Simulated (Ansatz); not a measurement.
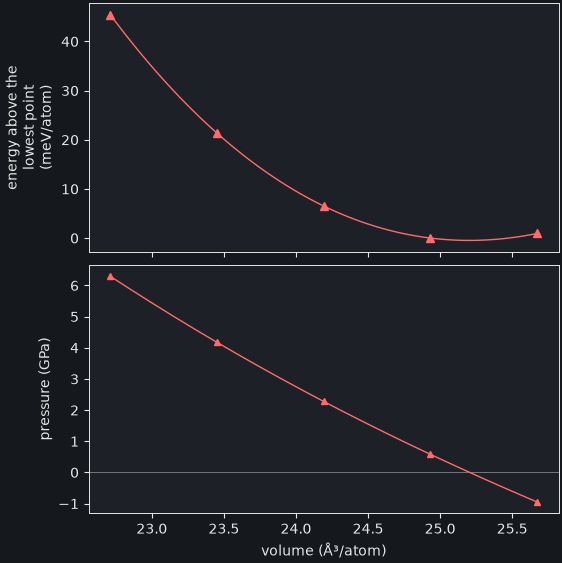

The figure shows the energy above the lowest point and pressure against volume for Sc, space group Fm-3m (No. 225) (one of a set of cubic test structures, which need not be the stable phase).

Computed with Ansatz 0.2.0 development build: equation of state of a cubic crystal from periodic Kohn-Sham density functional theory without spin, third-order Birch-Murnaghan fit to the free energies; pressure corrected for the finite basis. Level: r2SCAN.

structure type fcc; atoms in cell 1; space group number 225; lattice centring face-centred primitive; k mesh 13×13×13; occupation method Fermi–Dirac; occupation width 0.1 eV; wave cutoff 500 eV; datasets soft-1 PAW; density tolerance 1e−07 eV; bands 10; density cutoff ratio 4; search for lower states default.

Question: What equilibrium volume and bulk modulus follow from the curve?

Answer: A third-order Birch–Murnaghan fit gives V0 = 25.20 Å³/atom, B0 = 52.8 GPa.

Question: What does the pressure do across the range?

Answer: It falls from 6.297 GPa at volume 22.71 Å³/atom to −0.950 GPa at 25.67 Å³/atom, and changes sign near 25.21 Å³/atom.

Caveats: cubic model structure, not the ambient form.
